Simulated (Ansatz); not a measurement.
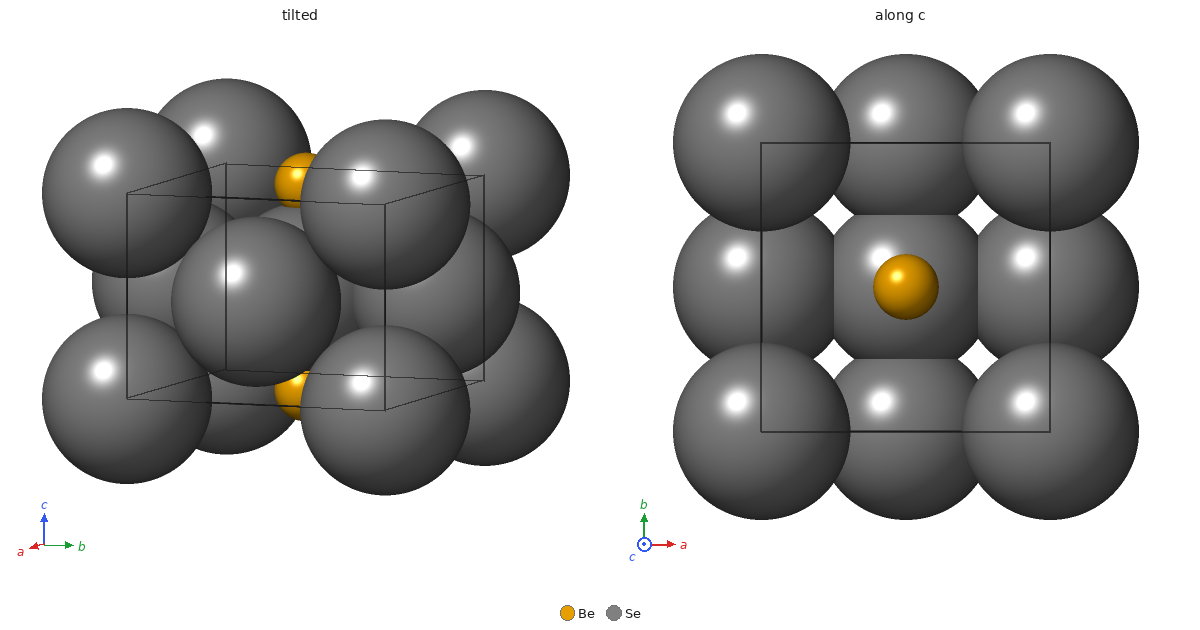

Structure drawing (space-filling), viewed slightly off an axis and along the c axis. The box is the conventional unit cell; atoms on or close to its faces, edges and corners are drawn wherever they repeat. Cell: a = 5.37 Å, b = 5.37 Å, c = 4.02 Å, α = 90.00°, β = 90.00°, γ = 90.00°.

The structure was taken from a random cell made by a generator, so it need not be a real form of the compound. Earlier steps of the study, as a rule a relaxation of our own, may have changed the cell and positions, so they can lie some per cent off the listed ones. An electronic-structure calculation with Ansatz was run on it.

State composition, symmetry and coordination.

The formula is BeSe4. It belongs to space group P4/mmm (No. 123) and has a primitive tetragonal lattice. It has 5 atoms to the cell (1 Be, 4 Se). Each Be atom has two Se in a linear arrangement at about 2.0 Å around it. Se takes three kinds of site: 1a with no bonds drawn; 2e with two Se in a linear arrangement at about 2.7 Å; 1d with four Se and two Be in a distorted octahedral arrangement (about 2.7 Å to Se, 2.0 Å to Be).

The numbers come from DFT PBE, scalar-relativistic, plane waves, PAW in Ansatz 0.2.0, using an energy cutoff of 420 eV, the zone sampled with 8×8×10 points, Gaussian smearing of 0.1 eV, no spin polarisation.

Metal or not?

A metal: bands cross the Fermi level.

How charged are the atoms, by the Bader scheme?

Be +1.61 e; Se -1.06 to -0.11 e.

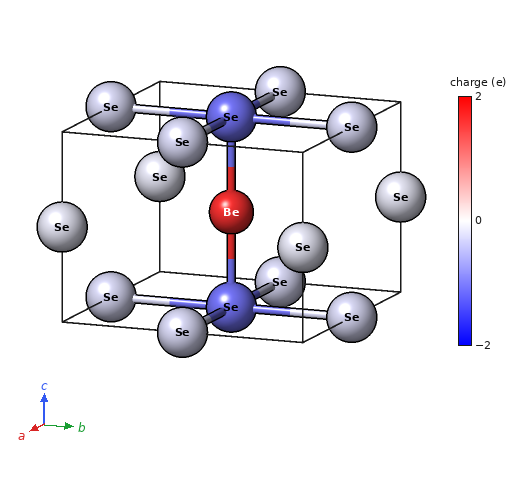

The atoms coloured by those charges. The run's cell of 5 atoms is drawn, so axes and origin can differ from the first picture.

Is the structure in equilibrium?

Yes. All forces vanish to within 0.01 eV/Å. The pressure is 0.0 GPa, close to zero.
